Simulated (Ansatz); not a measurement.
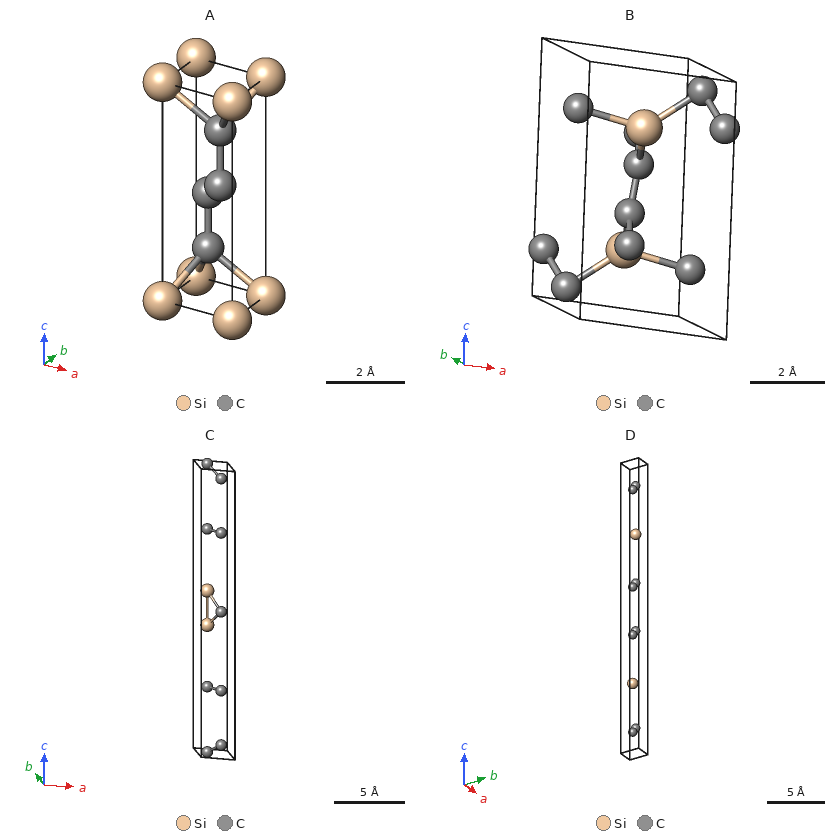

Four structures of SiC$_{4}$, each relaxed to rest (conventional cells in solid outline, small ones repeated, each panel with its own scale). Method: DFT PBE, scalar-relativistic, plane waves, PAW (Ansatz), without spin polarisation.

What are the structures shown?

A: 5 atoms a cell on a primitive hexagonal lattice, P-3m1; B: 10 atoms a cell on a primitive triclinic lattice, P-1; C: 10 atoms a cell on a primitive hexagonal lattice, P-6m2; D: 10 atoms a cell on a primitive hexagonal lattice, P6_3/mmc.

Which of these is lowest in energy, and how far above it do the others lie?

D, then B (+394 meV/atom), A (+552 meV/atom) and C (+1003 meV/atom), energies at zero smearing.

Collect the results in a table.

| panel | structure | E − E(lowest) (meV/atom) | volume (Å³/atom) | gap (eV) |
| --- | --- | --- | --- | --- |
| D | P6_3/mmc | 0 | 14.1 | metal |
| B | P-1 | 394 | 11.4 | 0.35 |
| A | P-3m1 | 552 | 7.4 | metal |
| C | P-6m2 | 1003 | 12.1 | metal |

Some of these may be structure types tried for this composition rather than known phases, and the most stable form need not be among them. Gaps are taken on the k-mesh or band path of each run.
